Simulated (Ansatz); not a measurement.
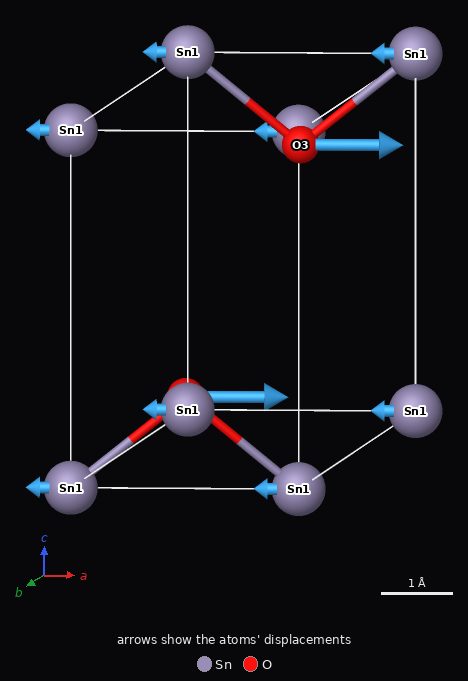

The lowest optical mode of solid SnO$_{2}$ (a generated structure), space group P-3m1 (No. 164), at the zone centre. The blue arrows give the relative displacements of the atoms. Style: ball-and-stick. Shown: the cell of the calculation, from a free direction.

All numbers below come from Ansatz, DFT PBE, scalar-relativistic, plane waves, PAW.

Input file:
```yaml
crystal:
  lattice:
    - [3.227973943, 0.0, 0.0]
    - [-1.6139869715, 2.7955074374, 0.0]
    - [0.0, 0.0, 5.5218884733]
  atoms:
    - { symbol: Sn, position: [0.0, 0.0, 0.0] }
    - { symbol: O, position: [0.3333333333, 0.6666666667, 0.1832040066] }
    - { symbol: O, position: [0.6666666667, 0.3333333333, 0.8167959934] }
basis:
  ecutwfc: 420
kpoints:
  mp_grid: { grid: [12, 12, 6] }
hamiltonian:
  xc: pbe
scf:
  occupations: { method: fixed }
output:
  eigenvalues: true
phonons:
  method: dfpt
  dielectric: true
  rigid_motions: translations
  eigenvectors: true
  qmesh: [3, 3, 1]
  temperatures: { t_max: 1000, t_step: 100 }
  qpath:
    path:
      - [[0.0, 0.0, 0.0], [0.5, 0.0, 0.0], [0.33333333, 0.33333333, 0.0], [0.0, 0.0, 0.0], [0.0, 0.0, 0.5], [0.5, 0.0, 0.5], [0.33333333, 0.33333333, 0.5], [0.0, 0.0, 0.5]]
      - [[0.5, 0.0, 0.5], [0.5, 0.0, 0.0]]
      - [[0.33333333, 0.33333333, 0.5], [0.33333333, 0.33333333, 0.0]]
    npoints: 8
```

Run as
```bash
ansatz run input.yaml --threads 1 --pin off --max-ram 2560MiB --backend cpu --events-out ev --progress --plain --runs-dir out
```

Frequencies are those without the non-analytic (LO–TO) term.

Q: Is the structure stable against all modes at this point?

A: Yes: this softest mode has a real frequency, and so have all others here. That speaks for this wave vector alone: the rest of the zone wasn't checked in this run. This is the E_u mode (doubly degenerate; one member of the set is drawn) at 379 cm⁻¹, the lowest optical level, infrared-active by symmetry. The O sublattice moves against the Sn sublattice, along a; it stretches the shortest O–Sn bonds (2.12 Å); the kinetic energy is shared as O 79 %, Sn 21 %. Its infrared intensity is 38 (D/Å)²/amu for the set.

Limits of the set-up: layers or molecules are held without a dispersion correction, so their spacing is unreliable.
